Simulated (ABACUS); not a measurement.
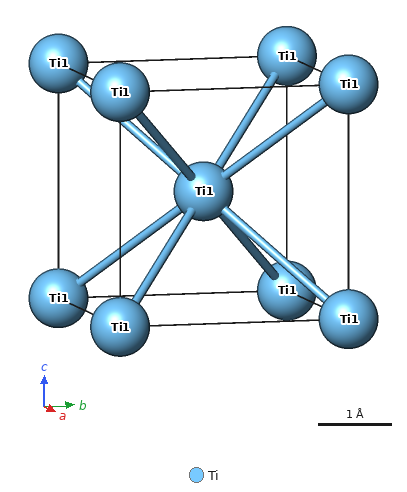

*The structure (ball-and-stick view of the cell 2 times as large as that of the calculation, set on its symmetry axes, seen slightly off an axis; atoms are numbered from 1 in the order of the input).*

Near neighbours in the crystal (not all of them lie inside the picture): Ti has 8 Ti at 2.84 Å.

**Band-structure run of Ti**

- system: Ti (Im-3m, 1 atom in the cell)
- method: Kohn-Sham DFT of a periodic cell, TPSS, SG15 ONCV 1.2 PBE, no spin polarisation (ABACUS 3.10.1)

The structure derives from an entry of the Crystallography Open Database. It belongs to a series of runs on one base structure; here: bands on the converged density.

The input
```
INPUT_PARAMETERS
suffix              Ti
calculation         nscf
basis_type          pw
pseudo_dir          ./
symmetry            -1
dft_functional      MGGA_X_TPSS+MGGA_C_TPSS
ecutwfc             97.0
pseudo_rcut         7
nspin               1
nbands              16
ks_solver           dav
smearing_method     fd
smearing_sigma      0.00367493
scf_thr             1e-08
scf_nmax            100
mixing_type         broyden
mixing_beta         0.7
mixing_tau          1
init_chg            file
pw_diag_thr         1e-07
out_band            1
kpar                4
```

File STRU
```
ATOMIC_SPECIES
Ti 47.8670 Ti_ONCV_PBE-1.2.upf

LATTICE_CONSTANT
1.8897261246

LATTICE_VECTORS
-1.6410000000 1.6410000000 1.6410000000
1.6410000000 -1.6410000000 1.6410000000
1.6410000000 1.6410000000 -1.6410000000

ATOMIC_POSITIONS
Direct

Ti
0.0
1
0.0000000000 0.0000000000 0.0000000000 1 1 1
```

File KPT
```
K_POINTS
8
Line
0.00000000 0.00000000 0.00000000 10 // G
0.50000000 -0.50000000 0.50000000 10 // H
0.00000000 0.00000000 0.50000000 10 // N
0.00000000 0.00000000 0.00000000 10 // G
0.25000000 0.25000000 0.25000000 10 // P
0.50000000 -0.50000000 0.50000000 1 // H
0.25000000 0.25000000 0.25000000 10 // P
0.00000000 0.00000000 0.50000000 1 // N
```

Run as:
```bash
OMP_NUM_THREADS=1 mpirun -np 4 abacus > log
```

Output
```
ABACUS v3.10.1

               Atomic-orbital Based Ab-initio Computation at UStc

 ------------------------------------------------------------------------------------

 READING GENERAL INFORMATION
                           global_out_dir = OUT.Ti/
                           global_in_card = INPUT
                               pseudo_dir = ./
                              orbital_dir =
                                    DSIZE = 4
                                    GSIZE = 1

 READING UNITCELL INFORMATION
                                    ntype = 1
                  lattice constant (Bohr) = 1.88973
              lattice constant (Angstrom) = 1

 READING ATOM TYPE 1
                               atom label = Ti
                      L=0, number of zeta = 1
                      L=1, number of zeta = 1
                      L=2, number of zeta = 1
             number of atom for this type = 1

                        TOTAL ATOM NUMBER = 1
DIRECT COORDINATES
    atom                   x                   y                   z     mag                  vx                  vy                  vz
taud_Ti1            0.0000000000        0.0000000000        0.0000000000  0.0000        0.0000000000        0.0000000000        0.0000000000

                          Volume (Bohr^3) = 119.284
                             Volume (A^3) = 17.676

 Lattice vectors: (Cartesian coordinate: in unit of a_0)
               -1.641              +1.641              +1.641
               +1.641              -1.641              +1.641
               +1.641              +1.641              -1.641
 Reciprocal vectors: (Cartesian coordinate: in unit of 2 pi/a_0)
                   +0           +0.304692           +0.304692
            +0.304692                  +0           +0.304692
            +0.304692           +0.304692                  +0
 The esolver type has been set to : ksdft_pw

                PAO radial cut off (Bohr) = 7

 Read in pseudopotential file is Ti_ONCV_PBE-1.2.upf
                     pseudopotential type = NC
          exchange-correlation functional = PBE
                 nonlocal core correction = 0
                        valence electrons = 12
                                     lmax = 2
                           number of zeta = 0
                     number of projectors = 6
                           L of projector = 0
                           L of projector = 0
                           L of projector = 1
                           L of projector = 1
                           L of projector = 2
                           L of projector = 2
 XC functional updated to : MGGA_X_TPSS+MGGA_C_TPSS
          exchange-correlation functional = MGGA_X_TPSS+MGGA_C_TPSS
     initial pseudo atomic orbital number = 0

 SETUP THE ELECTRONS NUMBER
            electron number of element Ti = 12
      total electron number of element Ti = 12
            AUTOSET number of electrons:  = 12
                           occupied bands = 6
                                   NBANDS = 16
                                   NLOCAL = 9

%%%%%%%%%%%%%%%%%%%%%%%%%%%%%%%%%%%%%%%%%%%%%%%%%%%%%%%%%%%%%%%%%%%%%%%%%%%%%%%%%%%%%%%%%%%%%%%%%%%%%%%%%%
 Warning: the number of valence electrons in pseudopotential > 4 for Ti: [Ar] 3d2 4s2
 Pseudopotentials with additional electrons can yield (more) accurate outcomes, but may be less efficient.
 If you're confident that your chosen pseudopotential is appropriate, you can safely ignore this warning.
%%%%%%%%%%%%%%%%%%%%%%%%%%%%%%%%%%%%%%%%%%%%%%%%%%%%%%%%%%%%%%%%%%%%%%%%%%%%%%%%%%%%%%%%%%%%%%%%%%%%%%%%%%

 SETUP THE PLANE WAVE BASIS
 energy cutoff for charge/potential (unit:Ry) = 388
            fft grid for charge/potential = [ 36, 36, 36 ]
                        fft grid division = [ 1, 1, 1 ]
        big fft grid for charge/potential = [ 36, 36, 36 ]
                                     nbxx = 46656
                                     nrxx = 46656

 SETUP PLANE WAVES FOR CHARGE/POTENTIAL
                    number of plane waves = 15587
                         number of sticks = 841

 PARALLEL PW FOR CHARGE/POTENTIAL
     PROC   COLUMNS(POT)             PW
        1            841          15587
 --------------- sum -------------------
        1            841          15587
                            number of |g| = 176
                                  max |g| = 35.0925
                                  min |g| = 0

----------- Double Check Mixing Parameters Begin ------------
mixing_type: broyden
mixing_beta: 0.7
mixing_gg0: 1
mixing_gg0_min: 0.1
mixing_ndim: 8
----------- Double Check Mixing Parameters End ------------

 SETUP K-POINTS
                                    nspin = 1
                                   nkstot = 62
K-POINTS DIRECT COORDINATES
 KPOINTS    DIRECT_X    DIRECT_Y    DIRECT_Z  WEIGHT
       1  0.00000000  0.00000000  0.00000000  1.0000
       2  0.05000000 -0.05000000  0.05000000  1.0000
       3  0.10000000 -0.10000000  0.10000000  1.0000
       4  0.15000000 -0.15000000  0.15000000  1.0000
       5  0.20000000 -0.20000000  0.20000000  1.0000
       6  0.25000000 -0.25000000  0.25000000  1.0000
       7  0.30000000 -0.30000000  0.30000000  1.0000
       8  0.35000000 -0.35000000  0.35000000  1.0000
       9  0.40000000 -0.40000000  0.40000000  1.0000
      10  0.45000000 -0.45000000  0.45000000  1.0000
      11  0.50000000 -0.50000000  0.50000000  1.0000
      12  0.45000000 -0.45000000  0.50000000  1.0000
      13  0.40000000 -0.40000000  0.50000000  1.0000
      14  0.35000000 -0.35000000  0.50000000  1.0000
      15  0.30000000 -0.30000000  0.50000000  1.0000
      16  0.25000000 -0.25000000  0.50000000  1.0000
      17  0.20000000 -0.20000000  0.50000000  1.0000
      18  0.15000000 -0.15000000  0.50000000  1.0000
      19  0.10000000 -0.10000000  0.50000000  1.0000
      20  0.05000000 -0.05000000  0.50000000  1.0000
      21  0.00000000  0.00000000  0.50000000  1.0000
      22  0.00000000  0.00000000  0.45000000  1.0000
      23  0.00000000  0.00000000  0.40000000  1.0000
      24  0.00000000  0.00000000  0.35000000  1.0000
      25  0.00000000  0.00000000  0.30000000  1.0000
      26  0.00000000  0.00000000  0.25000000  1.0000
      27  0.00000000  0.00000000  0.20000000  1.0000
      28  0.00000000  0.00000000  0.15000000  1.0000
      29  0.00000000  0.00000000  0.10000000  1.0000
      30  0.00000000  0.00000000  0.05000000  1.0000
[... 32 further k points ...]

           k-point number in this process = 16
       minimum distributed K point number = 15

[... K-POINTS CARTESIAN COORDINATES: 16 rows ...]

[... K-POINTS DIRECT COORDINATES: 16 rows ...]

 SETUP PLANE WAVES FOR WAVE FUNCTIONS
     energy cutoff for wavefunc (unit:Ry) = 97
              fft grid for wave functions = [ 36, 36, 36 ]
                    number of plane waves = 2587
                         number of sticks = 261

 PARALLEL PW FOR WAVE FUNCTIONS
     PROC   COLUMNS(POT)             PW
        1            261           2587
 --------------- sum -------------------
        1            261           2587

 SETUP NONLOCAL PSEUDOPOTENTIALS IN PLANE WAVE BASIS
 Ti non-local projectors:
 projector 1 L=0
 projector 2 L=0
 projector 3 L=1
 projector 4 L=1
 projector 5 L=2
 projector 6 L=2
      TOTAL NUMBER OF NONLOCAL PROJECTORS = 18

 Init Non-Local PseudoPotential table :
 Init Non-Local-Pseudopotential done.

                                     npwx = 1961

 -------------------------------------------
 NONSELF-CONSISTENT
 -------------------------------------------
                                 init_chg = file
 try to read charge from file
 Read in the charge density: OUT.Ti//Ti-CHARGE-DENSITY.restart
 try to read kinetic energy density from file
 Read in the kinetic energy density: OUT.Ti//Ti-TAU-DENSITY.restart

 PW ALGORITHM --------------- ION=   1  ELEC=   1--------------------------------
 k(1/62) Iter steps (avg)=20 threshold=1e-07
 k(2/62) Iter steps (avg)=22 threshold=1e-07
 k(3/62) Iter steps (avg)=15 threshold=1e-07
 k(4/62) Iter steps (avg)=11 threshold=1e-07
 k(5/62) Iter steps (avg)=11 threshold=1e-07
 k(6/62) Iter steps (avg)=20 threshold=1e-07
 k(7/62) Iter steps (avg)=22 threshold=1e-07
 k(8/62) Iter steps (avg)=16 threshold=1e-07
 k(9/62) Iter steps (avg)=14 threshold=1e-07
 k(10/62) Iter steps (avg)=11 threshold=1e-07
 k(11/62) Iter steps (avg)=11 threshold=1e-07
 k(12/62) Iter steps (avg)=11 threshold=1e-07
 k(13/62) Iter steps (avg)=11 threshold=1e-07
 k(14/62) Iter steps (avg)=14 threshold=1e-07
 k(15/62) Iter steps (avg)=15 threshold=1e-07
 k(16/62) Iter steps (avg)=15 threshold=1e-07
[... levels at 16 k points of this process ...]

 Density error is 0.00000000000
                          Error Threshold = 1.00000000000e-07
----------------------------------------------------------
     Energy           Rydberg                 eV
----------------------------------------------------------
 E_KohnSham     -115.4038509313      -1570.1499438083
 E_KS(sigma->0) -115.4036414731      -1570.1470939832
 E_Harris       -115.4038509313      -1570.1499438083
 E_band         -12.0530964427       -163.9907901648
 E_one_elec     -40.0299247737       -544.6350674342
 E_Hartree      23.3555102601        317.7680192348
 E_xc           -14.2332482875       -193.6532777594
 E_Ewald        -84.4957692137       -1149.6239181993
 E_entropy(-TS) -0.0004189164        -0.0056996503
 E_descf        0.0000000000         0.0000000000
 E_exx          0.0000000000         0.0000000000
 E_Fermi        0.9615344469         13.0823473008
----------------------------------------------------------

 charge density convergence is achieved
 final etot is -1570.1499438 eV
 EFERMI = 13.082347301 eV

 STATE ENERGY(eV) AND OCCUPATIONS    NSPIN == 1
 1/16 kpoint (Cartesian) = 0.0000 0.0000 0.0000 (1961 pws)
       1       -44.2930      0.0322581
       2       -19.9284      0.0322581
       3       -19.9284      0.0322581
       4       -19.9284      0.0322581
       5        7.07910      0.0322581
       6        14.0301    1.88925e-10
       7        14.0301    1.88925e-10
       8        14.0301    1.88925e-10
       9        15.7900    9.78331e-26
      10        15.7900    9.78331e-26
      11        30.2987        0.00000
      12        30.2987        0.00000
      13        30.2987        0.00000
      14        36.0428        0.00000
      15        36.0428        0.00000
      16        39.4758        0.00000

 2/16 kpoint (Cartesian) = 0.0000 0.030469 0.0000 (1925 pws)
       1       -44.2872      0.0322581
       2       -19.9501      0.0322581
       3       -19.9382      0.0322581
       4       -19.9382      0.0322581
       5        7.24655      0.0322581
       6        14.0132    2.65178e-10
       7        14.0132    2.65178e-10
       8        14.0928    5.39043e-11
       9        15.6416    1.90043e-24
      10        15.8444    3.29116e-26
      11        29.9143        0.00000
      12        30.4418        0.00000
      13        30.4418        0.00000
      14        34.9310        0.00000
      15        36.8722        0.00000
      16        37.8563        0.00000

 3/16 kpoint (Cartesian) = 0.0000 0.060938 0.0000 (1933 pws)
       1       -44.2707      0.0322581
       2       -20.0097      0.0322581
       3       -19.9670      0.0322581
       4       -19.9670      0.0322581
       5        7.73238      0.0322581
       6        13.9823    4.91643e-10
       7        13.9823    4.91643e-10
       8        14.2769    1.35910e-12
       9        15.2213    8.50360e-21
      10        15.9918    1.72905e-27
      11        29.1845        0.00000
      12        30.6885        0.00000
      13        30.6885        0.00000
      14        32.9104        0.00000
      15        36.4770        0.00000
      16        36.4770        0.00000

 4/16 kpoint (Cartesian) = 0.0000 0.091408 0.0000 (1934 pws)
       1       -44.2456      0.0322581
       2       -20.0927      0.0322581
       3       -20.0125      0.0322581
       4       -20.0125      0.0322581
       5        8.48548      0.0322581
       6        13.9869    4.48735e-10
       7        13.9869    4.48735e-10
       8        14.5697    3.88542e-15
       9        14.5963    2.28441e-15
      10        16.1877    3.43395e-29
      11        28.5415        0.00000
      12        30.4478        0.00000
      13        30.4478        0.00000
      14        30.9358        0.00000
      15        36.0346        0.00000
      16        36.0346        0.00000

 5/16 kpoint (Cartesian) = 0.0000 0.12188 0.0000 (1942 pws)
       1       -44.2151      0.0322581
       2       -20.1807      0.0322581
       3       -20.0708      0.0322581
       4       -20.0708      0.0322581
       5        9.41103      0.0322581
       6        13.8572    6.00481e-09
       7        14.0835    6.49735e-11
       8        14.0835    6.49735e-11
       9        14.9502    1.92510e-18
      10        16.3844    6.71636e-31
      11        28.0932        0.00000
      12        29.3414        0.00000
      13        29.3414        0.00000
      14        29.3588        0.00000
      15        36.8482        0.00000
      16        36.8482        0.00000

 6/16 kpoint (Cartesian) = 0.0000 0.15235 0.0000 (1934 pws)
       1       -44.1828      0.0322581
       2       -20.2572      0.0322581
       3       -20.1367      0.0322581
       4       -20.1367      0.0322581
       5        10.3456      0.0322581
       6        13.0952      0.0140717
       7        14.3180    5.96464e-13
       8        14.3180    5.96463e-13
       9        15.3881    3.02920e-22
      10        16.6048    8.17736e-33
      11        27.7587        0.00000
      12        27.7587        0.00000
      13        27.8221        0.00000
      14        28.3563        0.00000
      15        38.4626        0.00000
      16        38.4626        0.00000

[... levels at 10 further k points ...]

 --------------------------------------------
 !FINAL_ETOT_IS -1570.149943808330 eV
 --------------------------------------------

 Output bands in file: OUT.Ti/BANDS_1.dat
```

Standard output
```
ABACUS v3.10.1

               Atomic-orbital Based Ab-initio Computation at UStc

 dft_functional readin is: MGGA_X_TPSS+MGGA_C_TPSS
 dft_functional in pseudopot file is: PBE
 Please make sure this is what you need

%%%%%%%%%%%%%%%%%%%%%%%%%%%%%%%%%%%%%%%%%%%%%%%%%%%%%%%%%%%%%%%%%%%%%%%%%%%%%%%%%%%%%%%%%%%%%%%%%%%%%%%%%
 Warning: the number of valence electrons in pseudopotential > 4 for Ti: [Ar] 3d2 4s2
 Pseudopotentials with additional electrons can yield (more) accurate outcomes, but may be less efficient.
 If you're confident that your chosen pseudopotential is appropriate, you can safely ignore this warning.
%%%%%%%%%%%%%%%%%%%%%%%%%%%%%%%%%%%%%%%%%%%%%%%%%%%%%%%%%%%%%%%%%%%%%%%%%%%%%%%%%%%%%%%%%%%%%%%%%%%%%%%%%

 UNIFORM GRID DIM        : 36 * 36 * 36
 UNIFORM GRID DIM(BIG)   : 36 * 36 * 36
func,idMGGA_X_TPSS 202
func,idMGGA_C_TPSS 231
 ---------------------------------------------------------
 ---------------------------------------------------------
 SPIN    KPOINTS         PROCESSORS  THREADS
 1       62              4           4
 ---------------------------------------------------------
 Use plane wave basis
 ---------------------------------------------------------
 ELEMENT NATOM       XC
 Ti      1
 ---------------------------------------------------------
 Initial plane wave basis and FFT box
 ---------------------------------------------------------
 -------------------------------------------
 NONSELF-CONSISTENT :
 -------------------------------------------
 START CHARGE      : file
 ITER       ETOT/eV          EDIFF/eV         DRHO         DKIN     TIME/s
 DA1     -1.57014994e+03   0.00000000e+00   0.0000e+00   0.0000e+00  13.98
```

Results in brief

```json
{"quantity": "outcome", "value": "converged"}
{"quantity": "space group (tolerance 0.01 Å)", "value": "Im-3m (229)"}
{"quantity": "electrons treated", "value": "12"}
{"quantity": "Fermi energy of the self-consistent step", "value": "13.036 eV"}
{"quantity": "hardware", "value": "4 threads of Intel Xeon @ 3.00GHz (Skylake/Cascade Lake), 12 GiB of memory available, shared host"}
{"quantity": "wall time", "value": "14 s (CPU time 57 s)"}
{"quantity": "peak memory", "value": "0.36 GiB"}
```
